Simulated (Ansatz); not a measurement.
Single-point calculation, with input and output: Ni2Si (part 1 of 2)

The run: single-point calculation of Ni2Si (slab, 24 atoms in the cell). Method and program: DFT PBEsol, scalar-relativistic, plane waves, PAW, no spin polarisation (Ansatz 0.2.0).

The structure derives from an entry of the Crystallography Open Database. It belongs to a series of runs on one base structure; here: (1 0 0) slab cut from the bulk. Figures and captions count atoms from 1; the log counts them from 0 in places.

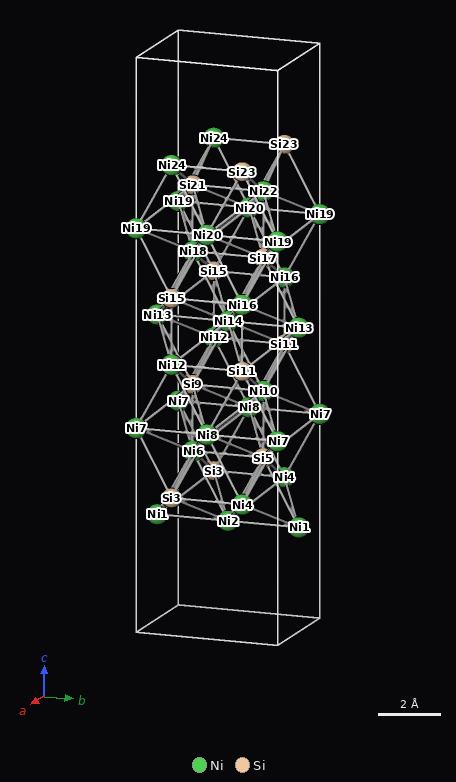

Fig. 1: The structure (ball-and-stick view of the cell of the calculation, with the vacuum cut short, seen slightly off an axis; atoms are numbered from 1 in the order of the input). An atom can appear more than once, as a periodic image.

### Input file
```yaml
crystal:
  lattice:
    - [3.8684636528, 0.0, 0.0]
    - [0.0, 4.9169852583, 0.0]
    - [0.0, 0.0, 27.2840219222]
  atoms:
    - { symbol: Ni, position: [0.5, 0.0, 0.2748861594] }
    - { symbol: Ni, position: [0.5, 0.5, 0.2748861594] }
    - { symbol: Si, position: [0.0, 0.25, 0.3158159486] }
    - { symbol: Ni, position: [0.0, 0.75, 0.3158159486] }
    - { symbol: Si, position: [0.5, 0.75, 0.3567457378] }
    - { symbol: Ni, position: [0.5, 0.25, 0.3567457378] }
    - { symbol: Ni, position: [0.0, 0.0, 0.397675527] }
    - { symbol: Ni, position: [0.0, 0.5, 0.397675527] }
    - { symbol: Si, position: [0.5, 0.25, 0.4386053162] }
    - { symbol: Ni, position: [0.5, 0.75, 0.4386053162] }
    - { symbol: Si, position: [0.0, 0.75, 0.4795351054] }
    - { symbol: Ni, position: [0.0, 0.25, 0.4795351054] }
    - { symbol: Ni, position: [0.5, 0.0, 0.5204648946] }
    - { symbol: Ni, position: [0.5, 0.5, 0.5204648946] }
    - { symbol: Si, position: [0.0, 0.25, 0.5613946838] }
    - { symbol: Ni, position: [0.0, 0.75, 0.5613946838] }
    - { symbol: Si, position: [0.5, 0.75, 0.602324473] }
    - { symbol: Ni, position: [0.5, 0.25, 0.602324473] }
    - { symbol: Ni, position: [0.0, 0.0, 0.6432542622] }
    - { symbol: Ni, position: [0.0, 0.5, 0.6432542622] }
    - { symbol: Si, position: [0.5, 0.25, 0.6841840514] }
    - { symbol: Ni, position: [0.5, 0.75, 0.6841840514] }
    - { symbol: Si, position: [0.0, 0.75, 0.7251138406] }
    - { symbol: Ni, position: [0.0, 0.25, 0.7251138406] }
basis:
  ecutwfc: 420
kpoints:
  mp_grid: { grid: [9, 7, 1] }
hamiltonian:
  xc: pbesol
scf:
  occupations: { method: gaussian, width: 0.1 }
output:
  forces: true
  stress: true
  eigenvalues: true
  write_density: true
  write_potential: true
  elf: true
  volumetric_format: npy
efield:
  axis: 3
  dipole_correction: true
  ramp_width: 0.04
```

Machine: 4 threads of Intel Xeon (Granite Rapids), 32 GiB of memory available, shared host.

Command:
```bash
ansatz run input.yaml --threads 4 --pin off --max-ram 10240MiB --backend cpu --events-out ev --progress --plain --runs-dir out
```

### What the program printed
```
Engine: ansatz 0.2.0, x86_64-unknown-linux-gnu
Pseudopotentials: kind: paw
Pseudopotential: Ni, paw, valence charge 18, recommended cutoff 420 eV (normal), Ni.paw.azcp
Pseudopotential: Si, paw, valence charge 4, recommended cutoff 420 eV (normal), Si.paw.azcp
Functional definition: PBEsol
  exchange = pbesol_x
  correlation = pbesol_c
Crystal: 24 atoms, lattice volume = 518.974 Å³
Basis set: ecut = 420 eV, 10219 PW (Γ), exchange–correlation on 54×72×384 points (8 copies of the dense FFT grid, shifted against one another)
Bands: 192, of which v1, the nominal top of the filled ones, is band 160 counted from 1 (159 counted from 0)
Symmetry: 4 space group operations
Space group: Pmm2 (ITA 25), of the structure as read, at distance tolerance 8.0e-5 Å
k-points: 20 of 63
Non-local potential: Ni, projectors of the file, l = 0: 3, l = 1: 2, l = 2: 3, l = 3: 1
Non-local potential: Si, projectors of the file, l = 0: 2, l = 1: 2, l = 2: 2
PAW form: soft (Blöchl's): semilocal exchange-correlation on the pseudo side does not see the compensation charge
PAW frozen core: Ni, regenerated for the run's functional, and the local potential with it (the file was generated under x = pbe(κ = 0.804, μ = 0.2195149727645171), c = pbe(β = 0.06672455060314922))
PAW frozen core: Si, regenerated for the run's functional, and the local potential with it (the file was generated under x = pbe(κ = 0.804, μ = 0.2195149727645171), c = pbe(β = 0.06672455060314922))
PAW one-centre angular grid: Ni, 590 points (default); XC on 64 Gauss nodes
PAW one-centre angular grid: Si, 110 points (default); XC on 64 Gauss nodes
Initial density: superposition of atomic densities (neutral atoms: chi_scale 0, normalization atom), corrected by the library's trained network
Initial wavefunctions: pseudopotential atomic-orbital guess
Functional: x = pbesol(κ = 0.804, μ = 0.12345679012345678), c = pbesol(β = 0.046)
SCF iter   1: F=—  HF=-97858.940185 eV  |F-HF|=—  |Δ(HF+E_count)|=         —  Δρ=1.51e-2  dr2=1.15e0  ethr=1.77e-3  p=0.031 e·Å  D=1.07e-2 V/Å  ΔV_dip=-0.29 eV  dr2_dipole=4.69e-1  V_vac-E_F(+/−)=4.53/4.82 eV  ⟨swp⟩=8.8  Hψ=18499  notcnv=0  defer=139
efield: sawtooth ramp at fractional position 0.9800 (placed from the atoms, in the widest stretch of the axis that holds none; the zero of the levels goes with the place), width 0.0400; the density the first Hamiltonian is built on has a dipole p = 0.031 e·Å; the dipole correction subtracts the counter field D = 1.07e-2 V/Å, which shifts the + side's vacuum level by -0.29 eV against the − side's; the planar-averaged density in the ramp window peaks in size at 1.5e-5 e/Å³
preconditioner: auto → LDOS  [metal: Δε(μ)=0.011 eV  Ē_g=6.664 eV  σ=0.100 eV  W_gap=0.06  n_scr=144 (ndim 8)  ℏωp=22.6 eV  f_vac=0.457  D(μ)=15.30/eV (n_scr^D=120)  β→1.0]
SCF iter   2: F=—  HF=-97859.178770 eV  |F-HF|=—  |Δ(HF+E_count)|=   2.39e-1  Δρ=2.67e-2  dr2=2.07e0  ethr=3.61e-4  p=0.001 e·Å  D=5.06e-4 V/Å  ΔV_dip=-0.01 eV  dr2_dipole=3.01e-3  V_vac-E_F(+/−)=4.82/4.84 eV  ⟨swp⟩=2.5  Hψ=7737  notcnv=0  defer=441
SCF iter   3: F=—  HF=-97858.880828 eV  |F-HF|=—  |Δ(HF+E_count)|=   2.98e-1  Δρ=9.42e-3  dr2=2.72e-1  ethr=3.61e-4  p=0.001 e·Å  D=4.50e-4 V/Å  ΔV_dip=-0.01 eV  dr2_dipole=1.18e-2  V_vac-E_F(+/−)=4.77/4.78 eV  ⟨swp⟩=2.0  Hψ=5213  notcnv=0  defer=441
SCF iter   4: F=—  HF=-97858.828698 eV  |F-HF|=—  |Δ(HF+E_count)|=   5.21e-2  Δρ=2.26e-3  dr2=1.92e-2  ethr=8.51e-5  p=-0.001 e·Å  D=-3.81e-4 V/Å  ΔV_dip=0.01 eV  dr2_dipole=3.48e-5  V_vac-E_F(+/−)=4.78/4.77 eV  ⟨swp⟩=2.5  Hψ=6541  notcnv=0  defer=441
SCF iter   5: F=—  HF=-97858.827047 eV  |F-HF|=—  |Δ(HF+E_count)|=   1.65e-3  Δρ=7.92e-4  dr2=2.91e-3  ethr=6.00e-6  p=-0.004 e·Å  D=-1.46e-3 V/Å  ΔV_dip=0.04 eV  dr2_dipole=1.16e-4  V_vac-E_F(+/−)=4.79/4.75 eV  ⟨swp⟩=2.0  Hψ=6348  notcnv=0  defer=436
SCF iter   6: F=—  HF=-97858.827081 eV  |F-HF|=—  |Δ(HF+E_count)|=   3.40e-5  Δρ=4.53e-4  dr2=7.37e-4  ethr=9.09e-7  p=-0.004 e·Å  D=-1.52e-3 V/Å  ΔV_dip=0.04 eV  dr2_dipole=5.87e-6  V_vac-E_F(+/−)=4.80/4.76 eV  ⟨swp⟩=2.4  Hψ=7000  notcnv=0  defer=436
SCF iter   7: F=—  HF=-97858.827044 eV  |F-HF|=—  |Δ(HF+E_count)|=   3.70e-5  Δρ=2.27e-4  dr2=1.54e-4  ethr=2.30e-7  p=-0.005 e·Å  D=-1.62e-3 V/Å  ΔV_dip=0.04 eV  dr2_dipole=4.03e-6  V_vac-E_F(+/−)=4.80/4.76 eV  ⟨swp⟩=2.2  Hψ=5103  notcnv=0  defer=436
SCF iter   8: F=—  HF=-97858.827042 eV  |F-HF|=—  |Δ(HF+E_count)|=   1.17e-6  Δρ=6.19e-5  dr2=1.17e-5  ethr=4.81e-8  p=-0.005 e·Å  D=-1.63e-3 V/Å  ΔV_dip=0.04 eV  dr2_dipole=3.09e-7  V_vac-E_F(+/−)=4.80/4.76 eV  ⟨swp⟩=2.1  Hψ=5144  notcnv=0  defer=436
SCF iter   9: F=—  HF=-97858.826996 eV  |F-HF|=—  |Δ(HF+E_count)|=   4.61e-5  Δρ=2.34e-5  dr2=2.06e-6  ethr=3.67e-9  p=-0.005 e·Å  D=-1.66e-3 V/Å  ΔV_dip=0.05 eV  dr2_dipole=2.16e-8  V_vac-E_F(+/−)=4.80/4.76 eV  ⟨swp⟩=3.1  Hψ=7628  notcnv=0  defer=436
SCF iter  10: F=—  HF=-97858.826999 eV  |F-HF|=—  |Δ(HF+E_count)|=   2.90e-6  Δρ=7.65e-6  dr2=2.60e-7  ethr=6.45e-10  p=-0.005 e·Å  D=-1.67e-3 V/Å  ΔV_dip=0.05 eV  dr2_dipole=2.14e-8  V_vac-E_F(+/−)=4.80/4.76 eV  ⟨swp⟩=2.5  Hψ=5362  notcnv=0  defer=436
SCF iter  11: F=-97858.827000 eV  HF=-97858.827000 eV  |F-HF|=1.86e-7  |Δ(HF+E_count)|=   5.23e-7  Δρ=2.85e-6  dr2=5.53e-8  ethr=3.13e-11  p=-0.005 e·Å  D=-1.67e-3 V/Å  ΔV_dip=0.05 eV  dr2_dipole=8.49e-9  V_vac-E_F(+/−)=4.80/4.76 eV  ⟨swp⟩=22.4  Hψ=37283  notcnv=0
SCF 1 converged in 11 iterations: F = -97858.827000 eV  dr2 = 5.53e-8
  greatest PAW one-centre occupation: 1.001 electrons in one spin orbital (limit 2), on the Ni atom at site 0 (counted from 0), in its partial waves of l = 1
```

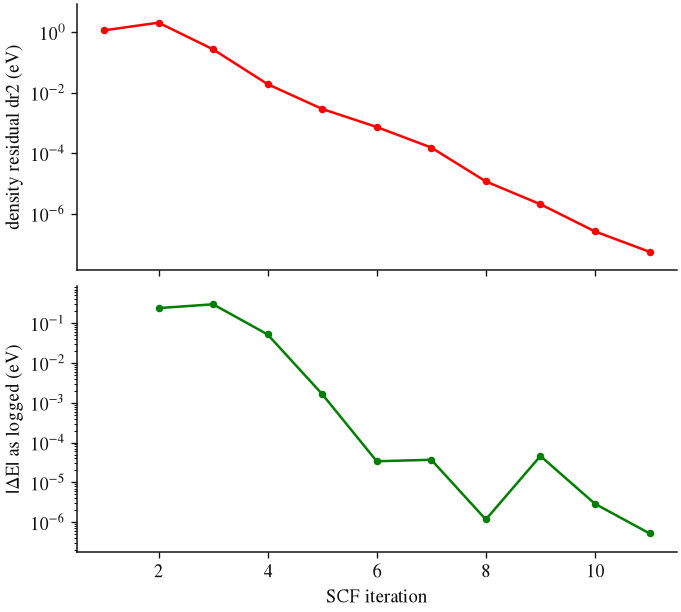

Fig. 2: Convergence of the self-consistent field: density residual dr2 and size of the energy change against the SCF iteration. The residual falls almost steadily, with no more than small rises.

```
WARN: The output density's exchange-correlation potential varies sharply where the density is thin. Do not read a vacuum level from v_tot or v_xc, or from such a field of the output density. On a cell that repeats whose density bears no net charge and no dipole along the vacuum's axis use v_es (v_loc + v_h of the components); under efield.dipole_correction with no amplitude use v_es + v_field, which holds any external_charges[].barrier, or the levels of the report's work_function block, which leave it out; under a non-zero efield.amplitude the vacuum is tilted and has no level; on a cell that repeats and bears such a dipole with no correction it is tilted too, and efield.dipole_correction with no amplitude gives each side of its ramp a level where efield: is served; in a cell that repeats whose density bears a net charge (total_charge, or a fill off its count) it is curved and has none; of a slab under crystal.periodic whose density bears no net charge use v_es, which has a level on each side, short of where the two are joined; of another it falls or rises all the way out and has none; of a slab beside external_charges read slab_vacuum_level instead, which it has where they leave it neutral. The grid or the basis barely resolves most such structure, and the values can differ between equally converged runs; as a rule a tighter scf.convergence.dr2_threshold does not remove it. Where the density itself ripples (under the LDA too) a higher basis.ecutwfc lessens it. The files hold the spikes' plane waves up to the density's cutoff. Files: v_tot_of_output_density and the like, and their columns of v_z.tsv (output.write_potential); v_xc_of_output_density and the like, and their columns of v_comp_z.tsv (output.write_potential_components). Measured: with its Gaussian average of σ = 0.25 Å subtracted twice, the exchange-correlation potential is over 0.1 eV at 38 of the grid points where the equally averaged density (valence and model cores) is under 1e-3 e/Å³, and 0.174 eV at the most among them, at an averaged density of 1.8e-8 e/Å³. The input density's (outcome.potential() and, of a run that writes arrays, v_tot and v_xc) is over 0.1 eV, so measured, at 1259 points of its own thin density, 0.393 eV at the most. See output.write_potential in the manual, Limitations
SCF converged after 11 iterations
Free energy (F): -97858.827000 eV
Harris-Foulkes:  -97858.827000 eV  (|F-HF|=1.86e-7)
Internal energy: -97858.751614 eV  (E = F + TS)
E sigma→0 (E₀):  -97858.789307 eV
Entropy (-TS):   -0.075386 eV (-3.141 meV/atom)
Fermi energy:    6.245619 eV
Dipole field:    D = -0.001596 V/Å  (p = -0.004577 e·Å, saw-weighted, corrected)
Work function:   Φ+ = 4.8033 eV   Φ− = 4.7598 eV
Levels:          The Fermi level and band energies are counted from a zero that moves with the ramp; work functions are not
--- Per-component energies (eV) ---
  E_band       = -8007.961535
  E_kinetic    = 4912.848054
  E_local      = -636875.265811  (includes V_loc(G=0)·N_el)
  E_nonlocal   = 10422.429095
  E_hartree    = 312076.316627
  E_xc         = -1806.440793
  E_vxc        = -2146.941017  (∫ρ·V_xc dr)
  E_paw        = -29551.697314  (= ΣΔE_a)
  E_vpaw       = -8473.666676  (= ΣTr[D̂ρ^β])
  E_aug_tail   = 0.007561  (compensation charges beyond the density's cutoff)
  E_efield     = 0.000004  (sawtooth field / dipole correction)
  E_vefield    = -0.099799  (∫n·V_field dr)
  E_ewald      = 242959.641857
  E_core_change = 3.409107  (= ΣΔE_core)
  E_smearing   = -0.075386  (= −TS)
  E_closure    = -0.000000  (closes the sum)
  Σ components = -97858.827000   (vs F -97858.827000, Δ=0.00e0)
--- Forces (eV/Å), atoms counted from 1 ---
  atom   1  Ni    -0.00000000     0.10586868     1.50264293
  atom   2  Ni     0.00000000    -0.10586868     1.50264293
  atom   3  Si     0.00000000    -0.00000000    -1.74936889
  atom   4  Ni     0.00000000     0.00000000    -0.80060695
  atom   5  Si     0.00000000     0.00000000    -0.57592252
  atom   6  Ni     0.00000000     0.00000000     0.10670122
  atom   7  Ni    -0.00000000     0.02463397     0.07348551
  atom   8  Ni     0.00000000    -0.02463397     0.07348551
  atom   9  Si    -0.00000000     0.00000000    -0.15213313
  atom  10  Ni    -0.00000000    -0.00000000     0.04415387
  atom  11  Si     0.00000000    -0.00000000    -0.05061495
  atom  12  Ni    -0.00000000     0.00000000     0.02825939
  atom  13  Ni     0.00000000    -0.03274221    -0.01143048
  atom  14  Ni    -0.00000000     0.03274221    -0.01143048
  atom  15  Si    -0.00000000     0.00000000     0.09229789
  atom  16  Ni     0.00000000    -0.00000000    -0.06614168
  atom  17  Si     0.00000000    -0.00000000     0.15511717
  atom  18  Ni    -0.00000000     0.00000000    -0.09019216
  atom  19  Ni     0.00000000     0.00892054    -0.08069391
  atom  20  Ni    -0.00000000    -0.00892054    -0.08069391
  atom  21  Si    -0.00000000     0.00000000    -0.29479984
  atom  22  Ni     0.00000000    -0.00000000     0.55599187
  atom  23  Si     0.00000000    -0.00000000    -0.10933268
  atom  24  Ni     0.00000000    -0.00000000    -0.06143012
  max |Σ_I F_I| component: 1.34e-5 eV/Å
--- Stress (GPa, compression-positive) ---
       -1.760268       0.000000      -0.000000
        0.000000      -3.147123       0.000000
       -0.000000       0.000000      -1.290293
  P = ⅓ Tr σ = -2.0659 GPa (-20.659 kbar)
--- Band table (eV; the first three rows and the last of 20) ---
```
